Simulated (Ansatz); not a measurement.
# Geometry relaxation, with input and output: Ag (part 2 of 2)

Ag (slab, 4 atoms in the cell); DFT PBEsol, scalar-relativistic, plane waves, PAW, no spin polarisation (Ansatz 0.2.0); cutoff 420 eV, 10×10×1 k-mesh, Gaussian smearing of 0.1 eV. The structure derives from an entry of the Crystallography Open Database. The input holds or restrains some coordinates. Forces given for the steps count only the free coordinates. It belongs to a series of runs on one base structure; here: clean slab, lower half held.

Geometry of the input (Å; fractional positions):
```
2.8669  0.0000  0.0000
0.0000  2.8669  0.0000
0.0000  0.0000  23.0816
Ag 0.5000  0.5000  0.3683
Ag 0.0000  0.0000  0.4561
Ag 0.5000  0.5000  0.5439
Ag 0.0000  0.0000  0.6317
```

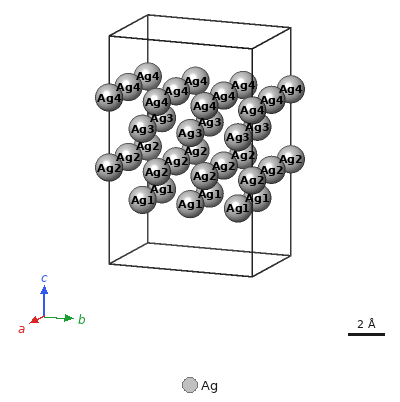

Figure 1. The geometry at step 2 of the log (spheres-only view of the 2 × 3 repeat of the cell, with the vacuum cut short, seen slightly off an axis; atoms are numbered from 1 in the order of the input).

```
WARN: The input density's exchange-correlation potential varies sharply where the density is thin. Do not read a vacuum level from v_tot or v_xc, or from such a field of the output density. On a cell that repeats whose density bears no net charge and no dipole along the vacuum's axis use v_es (v_loc + v_h of the components); under efield.dipole_correction with no amplitude use v_es + v_field, which holds any external_charges[].barrier, or the levels of the report's work_function block, which leave it out; under a non-zero efield.amplitude the vacuum is tilted and has no level; on a cell that repeats and bears such a dipole with no correction it is tilted too, and efield.dipole_correction with no amplitude gives each side of its ramp a level where efield: is served; in a cell that repeats whose density bears a net charge (total_charge, or a fill off its count) it is curved and has none; of a slab under crystal.periodic whose density bears no net charge use v_es, which has a level on each side, short of where the two are joined; of another it falls or rises all the way out and has none; of a slab beside external_charges read slab_vacuum_level instead, which it has where they leave it neutral. The grid or the basis barely resolves most such structure, and the values can differ between equally converged runs; as a rule a tighter scf.convergence.dr2_threshold does not remove it. Where the density itself ripples (under the LDA too) a higher basis.ecutwfc lessens it. The files hold the spikes' plane waves up to the density's cutoff. Files: v_tot and the like, and their columns of v_z.tsv (output.write_potential); v_xc and the like, and their columns of v_comp_z.tsv (output.write_potential_components); where files of the output density stand in their place, no point of their own thin density is over the threshold below, and this is of outcome.potential() and, of a run that writes arrays (npy), the arrays of these names. Measured: with its Gaussian average of σ = 0.25 Å subtracted twice, the exchange-correlation potential is over 0.1 eV at 1 of the grid points where the equally averaged density (valence and model cores) is under 1e-3 e/Å³, and 0.158 eV at the most among them, at an averaged density of 3.1e-7 e/Å³. See output.write_potential in the manual, Limitations
SCF converged after 7 iterations
Free energy (F): -30087.840390 eV
Harris-Foulkes:  -30087.840390 eV  (|F-HF|=2.88e-8)
Internal energy: -30087.835745 eV  (E = F + TS)
E sigma→0 (E₀):  -30087.838067 eV
Entropy (-TS):   -0.004646 eV (-1.161 meV/atom)
Fermi energy:    3.508214 eV
Dipole field:    D = 0.000337 V/Å  (p = 0.000353 e·Å, saw-weighted, corrected)
Work function:   Φ+ = 4.2736 eV   Φ− = 4.2814 eV
Levels:          The Fermi level and band energies are counted from a zero that moves with the ramp; work functions are not
--- Per-component energies (eV) ---
  E_band       = -1985.648601
  E_kinetic    = 2109.240324
  E_local      = -114627.872168  (includes V_loc(G=0)·N_el)
  E_nonlocal   = 331.489430
  E_hartree    = 56391.915791
  E_xc         = -732.770201
  E_vxc        = -934.770923  (∫ρ·V_xc dr)
  E_paw        = -15339.803731  (= ΣΔE_a)
  E_vpaw       = -1647.597153  (= ΣTr[D̂ρ^β])
  E_aug_tail   = 0.001179  (compensation charges beyond the density's cutoff)
  E_efield     = 0.000000  (sawtooth field / dipole correction)
  E_vefield    = 0.000188  (∫n·V_field dr)
  E_ewald      = 41778.672674
  E_core_change = 1.290956  (= ΣΔE_core)
  E_smearing   = -0.004646  (= −TS)
  E_closure    = 0.000000  (closes the sum)
  Σ components = -30087.840390   (vs F -30087.840390, Δ=0.00e0)
--- Forces (eV/Å), atoms counted from 1 ---
  atom   1  Ag    -0.00000000     0.00000000     0.14073574
  atom   2  Ag    -0.00000000     0.00000000    -0.14080368
  atom   3  Ag    -0.00000000     0.00000000    -0.00095236
  atom   4  Ag     0.00000000     0.00000000     0.00102068
  max |Σ_I F_I| component: 3.83e-7 eV/Å
--- Band table (eV; the first three rows and the last of 21) ---
  k-point 0: bands = ["-88.5154", "-88.4920", "-88.2060", "-88.1819", "-52.0574", "-51.9785", "-51.9785", "-51.9717", "-51.9393", "-51.9393", "-51.6996", "-51.6750", "-51.6722", "-51.6722", "-51.6487", "-51.6487", "-4.1020", "-3.0319", "-2.8406", "-2.6911", "-2.3847", "-2.3547", "-1.7854", "-1.4909", "-1.2174", "-1.2174", "-0.6176", "-0.6176", "-0.5234", "-0.4167", "-0.2324", "0.0683", "0.1273", "0.1273", "0.4178", "0.5143", "0.5945", "0.5945", "0.7179", "3.2059", "4.7435", "7.6679", "7.7644", "8.8009", "9.6168", "11.3157"]
  k-point 1: bands = ["-88.5146", "-88.4916", "-88.2054", "-88.1813", "-52.0554", "-51.9938", "-51.9769", "-51.9662", "-51.9485", "-51.9392", "-51.6989", "-51.6810", "-51.6743", "-51.6716", "-51.6576", "-51.6481", "-3.9038", "-2.9171", "-2.7280", "-2.5646", "-2.3463", "-2.1855", "-1.7164", "-1.4155", "-1.2596", "-1.1890", "-0.8026", "-0.6907", "-0.5514", "-0.3784", "-0.2300", "-0.1562", "0.0801", "0.1906", "0.2659", "0.3128", "0.4526", "0.6247", "1.1509", "3.5106", "5.1550", "7.8597", "7.9411", "8.9964", "9.7792", "11.5016"]
  k-point 2: bands = ["-88.5125", "-88.4904", "-88.2039", "-88.1797", "-52.0514", "-52.0206", "-51.9728", "-51.9727", "-51.9637", "-51.9390", "-51.7040", "-51.6970", "-51.6807", "-51.6726", "-51.6701", "-51.6466", "-3.3937", "-2.7539", "-2.4228", "-2.3219", "-2.2952", "-1.7213", "-1.3625", "-1.2488", "-1.2156", "-1.1268", "-1.0225", "-0.8654", "-0.7103", "-0.4315", "-0.3952", "-0.2813", "-0.2121", "0.1650", "0.1734", "0.1905", "0.4581", "0.6040", "1.8169", "4.2716", "6.1619", "8.4344", "8.4682", "9.5816", "10.2541", "10.6618"]
  k-point 20: bands = ["-88.5005", "-88.4809", "-88.1933", "-88.1691", "-52.0732", "-52.0732", "-52.0196", "-52.0196", "-52.0017", "-51.9808", "-51.7568", "-51.7568", "-51.7336", "-51.7336", "-51.6904", "-51.6645", "-2.9108", "-2.8807", "-2.7331", "-2.7331", "-2.2060", "-2.1665", "-1.9248", "-1.9248", "-0.7470", "-0.7470", "-0.0468", "-0.0368", "0.3123", "0.3123", "0.3552", "0.3553", "0.6928", "0.7128", "0.9610", "0.9848", "5.7805", "5.7805", "7.8235", "7.8235", "10.3372", "10.3372", "10.3891", "10.4027", "10.6898", "10.7008"]
--- Relaxed structure (3 steps of the walk, 3 accepted, 0 SCFs on fresh bases) ---
  F+E_penalty+E_count = -30087.84039018 eV   max|allowed force component| = 1.021e-3 eV/Å
  atoms:
    - { symbol: Ag, position: [0.5, 0.5, 0.3682583629000001] }
    - { symbol: Ag, position: [0.0, 0.0, 0.456086121] }
    - { symbol: Ag, position: [0.5, 0.5, 0.5442115187742982] }
    - { symbol: Ag, position: [-4.198628027127739e-35, 0.0, 0.6301711251941535] }
```

Trajectory as extended XYZ (Å, eV, eV/Å), 3 frames, from step=1 to step=3
```
4
Lattice="2.8669 0.0000 0.0000 0.0000 2.8669 0.0000 0.0000 0.0000 23.0816" Properties=species:S:1:pos:R:3:forces:R:3 step=1 energy=-30087.83727
Ag    1.4335    1.4335    8.5000    0.0000   0.0000   0.1400
Ag    0.0000    0.0000   10.5272    0.0000   0.0000  -0.1561
Ag    1.4335    1.4335   12.5544    0.0000   0.0000   0.1561
Ag    0.0000    0.0000   14.5816    0.0000   0.0000  -0.1400
4
Lattice="2.8669 0.0000 0.0000 0.0000 2.8669 0.0000 0.0000 0.0000 23.0816" Properties=species:S:1:pos:R:3:forces:R:3 step=2 energy=-30087.83941
Ag    1.4335    1.4335    8.5000    0.0000   0.0000   0.1411
Ag    0.0000    0.0000   10.5272    0.0000   0.0000  -0.1320
Ag    1.4335    1.4335   12.5652    0.0000   0.0000  -0.0930
Ag    0.0000    0.0000   14.5264    0.0000   0.0000   0.0840
4
Lattice="2.8669 0.0000 0.0000 0.0000 2.8669 0.0000 0.0000 0.0000 23.0816" Properties=species:S:1:pos:R:3:forces:R:3 step=3 energy=-30087.84039
Ag    1.4335    1.4335    8.5000    0.0000   0.0000   0.1407
Ag    0.0000    0.0000   10.5272    0.0000   0.0000  -0.1408
Ag    1.4335    1.4335   12.5613    0.0000   0.0000  -0.0010
Ag    0.0000    0.0000   14.5454    0.0000   0.0000   0.0010
```

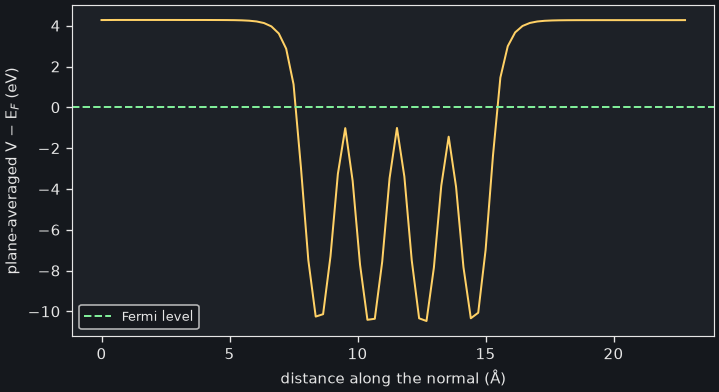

Figure 2. Plane average of the electrostatic potential energy of an electron across the cell, from the Fermi level. The vacuum level lies 4.27 eV above the Fermi level.

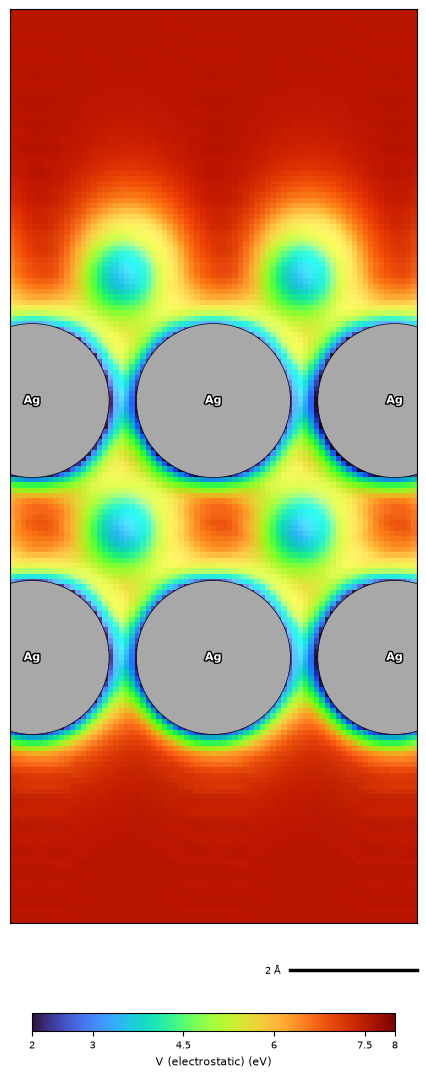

Figure 3. Electrostatic potential energy of an electron on the (010) plane of the calculation cell, a cut from vacuum to vacuum. Grey discs, where drawn, cover atomic cores. The section cuts through Ag sites. Core electrons are frozen (PAW), so the fields are smoothed inside the atomic spheres.

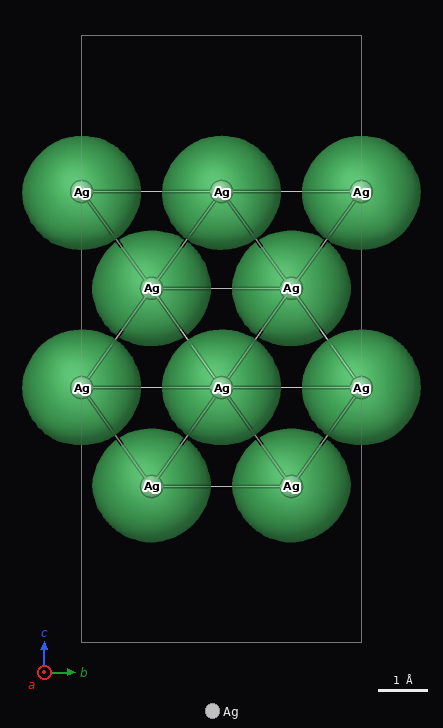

Figure 4. Isosurface of the valence electron density at 0.3 e/Å³ (green), seen along the a axis. Sticks mark near contacts. At this value the density breaks into separate islands; it holds about 90 % of the electrons treated as valence (semicore included). It is pinched off along the Ag–Ag (2.84 Å) contacts. On the grid the lowest density along these lines, outside the cores, is 0.24 e/Å³ (Ag–Ag, 2.84 Å).

Summary

| quantity | value |
| --- | --- |
| outcome | converged under the restraints of the input |
| electrons treated | 76 |
| free energy | −30087.8404 eV |
| work function, top face | 4.27 eV |
| work function, bottom face | 4.28 eV |
| Fermi energy | 3.508 eV |
| gap on the k-point mesh | none (metallic) |
| final volume | 189.71 Å³ |
| work function (upper face) | 4.27 eV |
| largest force (length of the vector) at the end, held atoms and coordinates included | 0.141 eV/Å |
| wall time | 12 s (CPU time 23 s) |
| peak memory | 0.5 GiB |

Remarks

The program warns: the exchange-correlation potential is rough where the density is thin.
